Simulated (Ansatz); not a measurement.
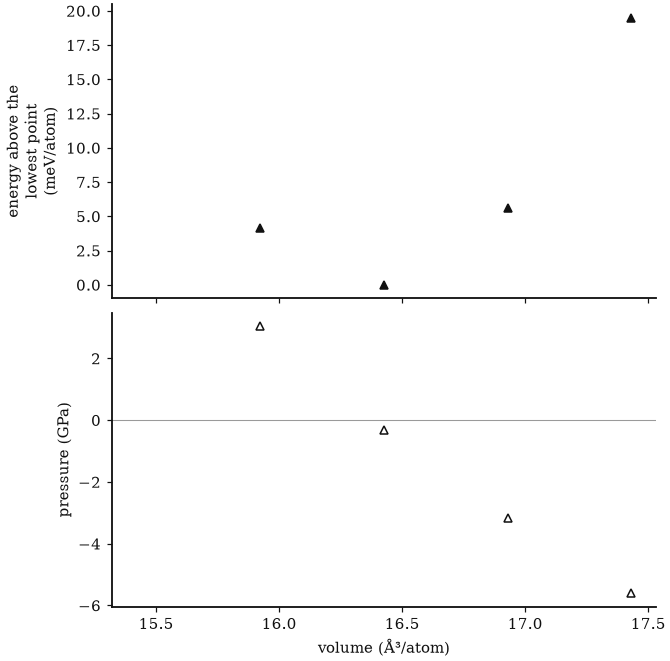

Plotted: energy above the lowest point and pressure against volume for SnO, space group Fm-3m (No. 225) (one of a set of cubic test structures, which need not be the stable phase).

Calculation (Ansatz 0.2.0 development build): equation of state of a cubic crystal from periodic Kohn-Sham density functional theory without spin, third-order Birch-Murnaghan fit to the free energies; pressure corrected for the finite basis. Level: r2SCAN.

- structure type: rock salt
- atoms in cell: 2
- space group number: 225
- lattice centring: face-centred primitive
- k mesh: 12×12×12
- occupation method: Fermi–Dirac
- occupation width: 0.1 eV
- wave cutoff: 500 eV
- datasets: soft-1 PAW
- density tolerance: 1e−07 eV
- bands: 14
- density cutoff ratio: 4
- search for lower states: default

The point at volume 15.42 Å³/atom is left out of the plot. What does the calculation give there?

| volume (Å³/atom) | energy above the lowest point (meV/atom) | pressure (GPa) |
| --- | --- | --- |
| 15.42 | 19.7 | 7.0 |

Keep in mind: cubic model structure, not the ambient form.
